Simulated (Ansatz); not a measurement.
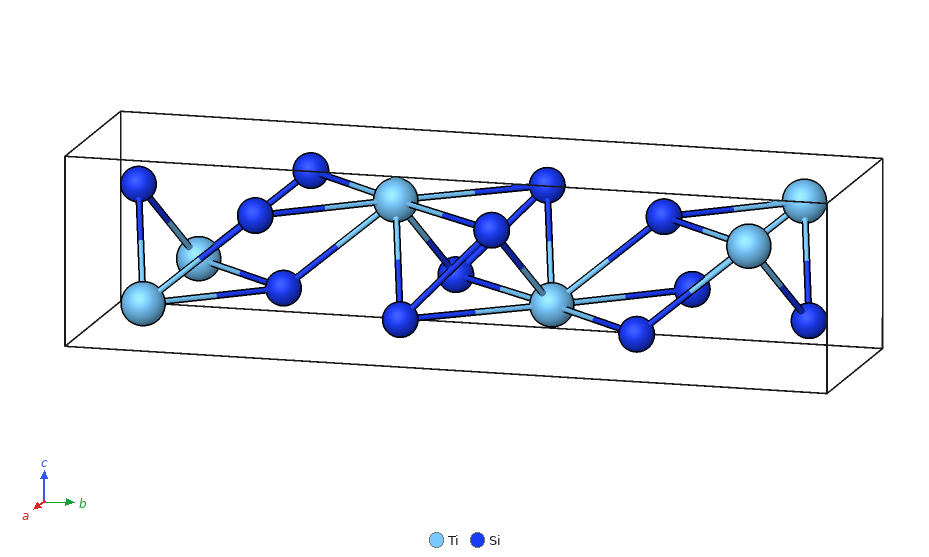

The crystal in a ball-and-stick representation, seen slightly off an axis. The box is the conventional unit cell; atoms on or close to its faces, edges and corners are drawn wherever they repeat.

TiSi₂, space group Cmcm (No. 63), a = 3.80 Å, b = 14.42 Å, c = 3.56 Å, α = 90.00°, β = 90.00°, γ = 90.00°.

Computational set-up: DFT PBEsol, scalar-relativistic, plane waves, PAW in Ansatz, a plane-wave cutoff of 420 eV, k-points about 0.13 Å⁻¹ apart, Gaussian smearing of 0.15 eV, no spin polarisation.

Metal or not?

A metal: bands cross the Fermi level.

What pressure does the calculation give for this cell?

The computed pressure is -15.2 GPa (stretched: it would shrink). The stress isn't hydrostatic: its largest component is 19.1 GPa.

The cell started as a structure listed in the Materials Project. The cell was then strained or its atoms displaced on purpose. It was run through Ansatz as a DFT input.

At this level of theory the run's own cell isn't at rest (stretched, at -15 GPa), so its distances can differ from those at equilibrium, the more so the softer the solid.
